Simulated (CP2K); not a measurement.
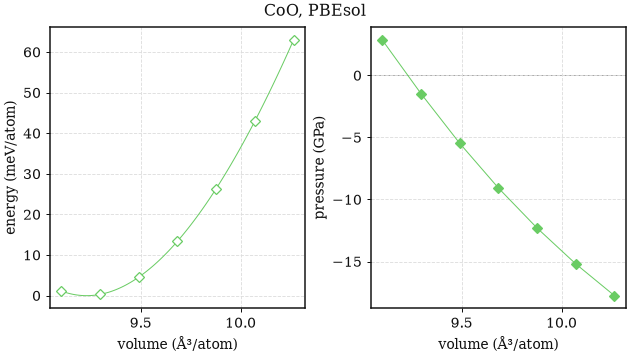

**Figure.** Energy and pressure against volume for CoO, space group Fm-3m (No. 225).

A third-order Birch–Murnaghan fit gives V0 = 9.23 Å³/atom, B0 = 208 GPa and B′ = 4.1. The energy is 1.14 meV/atom at volume 9.10 Å³/atom and 62.94 meV/atom at 10.27 Å³/atom; the lowest computed point is at volume 9.30 Å³/atom (0.34 meV/atom), and no other minimum shows. The pressure falls from 2.85 GPa at volume 9.10 Å³/atom to −17.75 GPa at 10.27 Å³/atom, and changes sign near 9.23 Å³/atom.

Method: DFT in Gaussian orbitals with a plane-wave density, collinear spins; energies at scaled volumes of the given cell, shape and fractions fixed, counted from the fit's minimum, third-order Birch-Murnaghan fit (CP2K 2026.2). Level: PBEsol, collinear spin.

- k mesh: 11×11×11
- occupations: Fermi–Dirac
- smearing width: 0.05 eV
- potentials: GTH PBE with UZH TZVP basis
- density cutoff: 11560 eV
- program settings: ngrids 5, basis sets Co TZVP-MOLOPT-PBE-GTH-q17, basis sets O TZVP-MOLOPT-PBE-GTH-q6, cutoff ry 850 Ry, rel cutoff ry 60 Ry

Cell as given: a = 3.014 Å, b = 3.014 Å, c = 3.014 Å, α = 60.00°, β = 60.00°, γ = 60.00°; 2 atoms.
